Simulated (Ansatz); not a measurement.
Run report: AlAs2, single-point calculation

AlAs2 (Fm-3m, 3 atoms in the cell), computed with DFT r2SCAN, scalar-relativistic, plane waves, PAW, no spin polarisation (Ansatz 0.2.0).

The structure was made by swapping elements on the sites of another compound; it need not be a known phase. It belongs to a series of runs on one base structure; here: fluorite type (Fm-3m, No. 225).

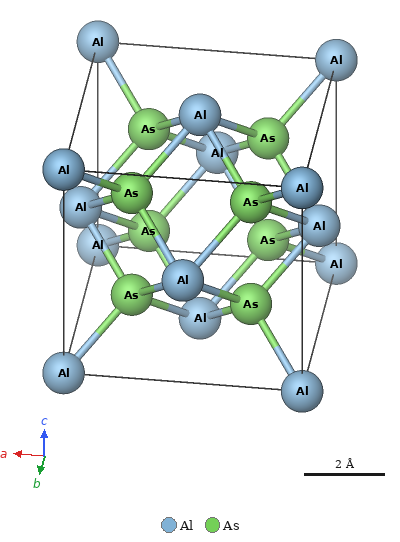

Figure 1. The input geometry (ball-and-stick view of the cell 4 times as large as that of the calculation, set on its symmetry axes, seen at an oblique angle).

## The input
```yaml
crystal:
  lattice:
    - [0.0, 3.0264422118, 3.0264422118]
    - [3.0264422118, 0.0, 3.0264422118]
    - [3.0264422118, 3.0264422118, 0.0]
  atoms:
    - { symbol: Al, position: [0.0, 0.0, 0.0] }
    - { symbol: As, position: [0.25, 0.25, 0.25] }
    - { symbol: As, position: [0.75, 0.75, 0.75] }
basis:
  ecutwfc: 500
kpoints:
  mp_grid: { grid: [6, 6, 6] }
hamiltonian:
  xc: r2scan
scf:
  occupations: { method: gaussian, width: 0.1 }
  lower_state_search: "off"
output:
  forces: true
  stress: true
  eigenvalues: true
```

Hardware: 1 thread of Intel Xeon @ 2.50GHz (Skylake/Cascade Lake), 192 GiB of memory available, shared host.

Launch command:
```bash
ansatz run input.yaml --threads 1 --pin off --max-ram 2560MiB --backend cpu --events-out ev --progress --plain --runs-dir out
```

## The program's output
```
Engine: ansatz 0.2.0, x86_64-unknown-linux-gnu
Pseudopotentials: kind: paw
Pseudopotential: Al, paw, valence charge 3, recommended cutoff 500 eV (meta_gga), Al.paw.azcp
Pseudopotential: As, paw, valence charge 15, recommended cutoff 500 eV (meta_gga), As.paw.azcp
Functional definition: r2SCAN
  parameter k0 = 0.174
  parameter k1 = 0.065
  parameter a1 = 4.9479
  exchange = r2scan_x(k0 = k0, k1 = k1, a1 = a1)
  correlation = r2scan_c
Crystal: 3 atoms, lattice volume = 55.441 Å³
Basis set: ecut = 500 eV, 1411 PW (Γ), exchange–correlation on 128×128×128 points (64 copies of the dense FFT grid, shifted against one another)
Bands: 21, of which v1, the nominal top of the filled ones, is band 17 counted from 1 (16 counted from 0)
Symmetry: 48 space group operations
Space group: Fm-3m (ITA 225), of the structure as read, at distance tolerance 3.8e-5 Å
k-points: 16 of 216
Non-local potential: Al, projectors of the file, l = 0: 2, l = 1: 2, l = 2: 1
Non-local potential: As, projectors of the file, l = 0: 2, l = 1: 2, l = 2: 3, l = 3: 1
PAW form: soft (Blöchl's): semilocal exchange-correlation on the pseudo side does not see the compensation charge
PAW frozen core: Al, regenerated for the run's functional (the file was generated under x = pbe(κ = 0.804, μ = 0.2195149727645171), c = pbe(β = 0.06672455060314922))
PAW frozen core: As, regenerated for the run's functional (the file was generated under x = pbe(κ = 0.804, μ = 0.2195149727645171), c = pbe(β = 0.06672455060314922))
PAW one-centre angular grid: Al, 302 points (default); XC on 160 Gauss nodes
PAW one-centre angular grid: As, 590 points (default); XC on 160 Gauss nodes
Initial density: superposition of atomic densities (neutral atoms: chi_scale 0, normalization atom), corrected by the library's trained network
Initial wavefunctions: pseudopotential atomic-orbital guess
Functional: x = r2scan, c = r2scan; τ floored in thin density (d = 2e-4 eV/Å³)
SCF iter   1: F=-10268.979321 eV  HF=-10268.955791 eV  |F-HF|=2.35e-2  |Δ(HF+E_count)|=         —  Δρ=4.96e-3  dr2=2.37e-2  dr2_τ=8.68e-3  ethr=1.77e-3  ⟨swp⟩=5.6  Hψ=1622  notcnv=0
preconditioner: auto → LDOS  [metal: Δε(μ)=0.048 eV  Ē_g=10.054 eV  σ=0.100 eV  W_gap=0.25  n_scr=14 (ndim 8)  ℏωp=18.0 eV  f_vac=0.017  D(μ)=2.26/eV (n_scr^D=14)  β→1.0]
SCF iter   2: F=-10268.989210 eV  HF=-10268.996321 eV  |F-HF|=7.11e-3  |Δ(HF+E_count)|=   4.05e-2  Δρ=2.46e-3  dr2=2.45e-3  dr2_τ=6.20e-5  ethr=7.19e-5  ⟨swp⟩=2.0  Hψ=858  notcnv=0  defer=6
SCF iter   3: F=-10268.992153 eV  HF=-10268.993855 eV  |F-HF|=1.70e-3  |Δ(HF+E_count)|=   2.47e-3  Δρ=1.35e-3  dr2=1.67e-3  dr2_τ=7.78e-6  ethr=7.42e-6  ⟨swp⟩=2.0  Hψ=677  notcnv=0  defer=6
SCF iter   4: F=-10268.993033 eV  HF=-10268.993399 eV  |F-HF|=3.66e-4  |Δ(HF+E_count)|=   4.56e-4  Δρ=5.39e-4  dr2=2.99e-4  dr2_τ=8.20e-7  ethr=5.05e-6  ⟨swp⟩=3.0  Hψ=670  notcnv=0  defer=6
SCF iter   5: F=-10268.993228 eV  HF=-10268.993243 eV  |F-HF|=1.47e-5  |Δ(HF+E_count)|=   1.56e-4  Δρ=9.67e-5  dr2=8.29e-6  dr2_τ=4.91e-8  ethr=9.07e-7  ⟨swp⟩=2.0  Hψ=663  notcnv=0  defer=6
SCF iter   6: F=-10268.993237 eV  HF=-10268.993237 eV  |F-HF|=2.15e-7  |Δ(HF+E_count)|=   5.88e-6  Δρ=1.77e-5  dr2=3.05e-7  dr2_τ=1.08e-9  ethr=2.51e-8  ⟨swp⟩=2.0  Hψ=601  notcnv=0  defer=6
SCF iter   7: F=-10268.993237 eV  HF=-10268.993237 eV  |F-HF|=8.84e-10  |Δ(HF+E_count)|=   9.08e-8  Δρ=1.23e-6  dr2=1.17e-9  dr2_τ=7.16e-12  ethr=3.03e-10  ⟨swp⟩=6.8  Hψ=1429  notcnv=0
SCF 1 converged in 7 iterations: F = -10268.993237 eV  dr2 = 1.17e-9
  greatest PAW one-centre occupation: 0.999 electrons in one spin orbital (limit 2), on the As atom at site 2 (counted from 0), in its partial waves of l = 2
SCF converged after 7 iterations
Free energy (F): -10268.993237 eV
Harris-Foulkes:  -10268.993237 eV  (|F-HF|=8.84e-10)
Internal energy: -10268.982505 eV  (E = F + TS)
E sigma→0 (E₀):  -10268.987871 eV
Entropy (-TS):   -0.010732 eV (-3.577 meV/atom)
Fermi energy:    11.079335 eV
--- Per-component energies (eV) ---
  E_band       = -459.006280
  E_kinetic    = 233.308293
  E_local      = -3503.468408  (includes V_loc(G=0)·N_el)
  E_nonlocal   = -1331.738277
  E_hartree    = 1947.924150
  E_xc         = -187.315900
  E_vxc        = -203.644547  (∫ρ·V_xc dr)
  E_paw        = -4166.500548  (= ΣΔE_a)
  E_vpaw       = 440.122867  (= ΣTr[D̂ρ^β])
  E_aug_tail   = -0.000013  (compensation charges beyond the density's cutoff)
  E_vtau       = 10.566968  (kinetic-family band-sum trace: ∫τ·v_τ [+ j·A + Jᵃ·Aᵃ] dr)
  E_ewald      = -3258.216879
  E_core_change = -2.974924  (= ΣΔE_core)
  E_smearing   = -0.010732  (= −TS)
  E_closure    = 0.000000  (closes the sum)
  Σ components = -10268.993237   (vs F -10268.993237, Δ=0.00e0)
--- Forces (eV/Å), atoms counted from 1 ---
  atom   1  Al    -0.00000000     0.00000000    -0.00000000
  atom   2  As    -0.00000000    -0.00000000     0.00000000
  atom   3  As    -0.00000000     0.00000000     0.00000000
  max |Σ_I F_I| component: 8.67e-19 eV/Å
--- Stress (GPa, compression-positive) ---
        8.118796       0.000000      -0.000000
       -0.000000       8.118796      -0.000000
        0.000000       0.000000       8.118796
  P = ⅓ Tr σ = 8.1188 GPa (81.188 kbar)
--- Band table (eV; the first three rows and the last of 16) ---
  k-point 0: bands = ["-25.8822", "-25.8822", "-25.8722", "-25.8722", "-25.8722", "-25.8511", "-25.8511", "-25.8511", "-25.8269", "-25.8269", "-4.4672", "2.7856", "7.3235", "7.3235", "7.3235", "10.3940", "10.3940", "10.3940", "13.2277", "13.9250", "13.9250"]
  k-point 1: bands = ["-25.8785", "-25.8785", "-25.8708", "-25.8706", "-25.8706", "-25.8524", "-25.8523", "-25.8523", "-25.8306", "-25.8306", "-4.1550", "1.9168", "7.1818", "7.2659", "7.2659", "9.8289", "10.0068", "10.0068", "13.8957", "13.8957", "13.9492"]
  k-point 2: bands = ["-25.8685", "-25.8685", "-25.8669", "-25.8665", "-25.8665", "-25.8560", "-25.8560", "-25.8560", "-25.8407", "-25.8407", "-3.2370", "0.0937", "6.8105", "7.2868", "7.2868", "9.0252", "9.0252", "9.3236", "15.0330", "15.3315", "15.3315"]
  k-point 15: bands = ["-25.8746", "-25.8707", "-25.8659", "-25.8643", "-25.8609", "-25.8605", "-25.8577", "-25.8526", "-25.8438", "-25.8341", "-1.5749", "-0.4916", "2.5060", "4.4010", "6.7855", "10.3959", "11.9345", "13.5933", "14.7749", "15.6587", "18.7329"]
```

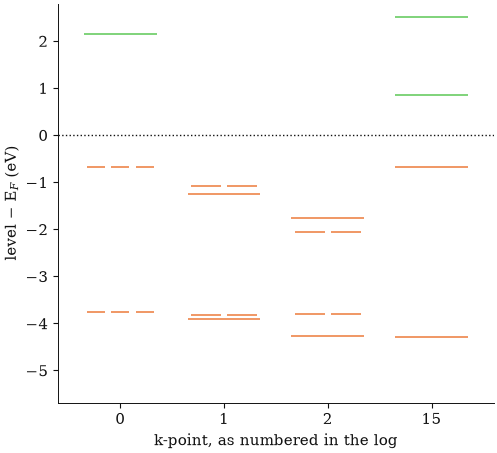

Figure 2. Kohn–Sham levels near the Fermi level (dotted) at the few k-points that the log prints; levels within 0.02 eV of each other stand side by side. The system is metallic on the full mesh.

## Results in brief

| quantity | value |
| --- | --- |
| outcome | converged |
| space group (tolerance 0.01 Å) | Fm-3m (225) |
| electrons treated | 33 |
| free energy | −10268.9932 eV |
| Fermi energy | 11.079 eV |
| gap on the k-point mesh | none (metallic) |
| pressure | 8.12 GPa |
| largest force (length of the vector) | under 0.001 eV/Å |
| wall time | 4.7 s |
| peak memory | 0.51 GiB |

## Remarks

The cell is under a pressure of 8.1 GPa at this level, so it is not at its equilibrium volume.
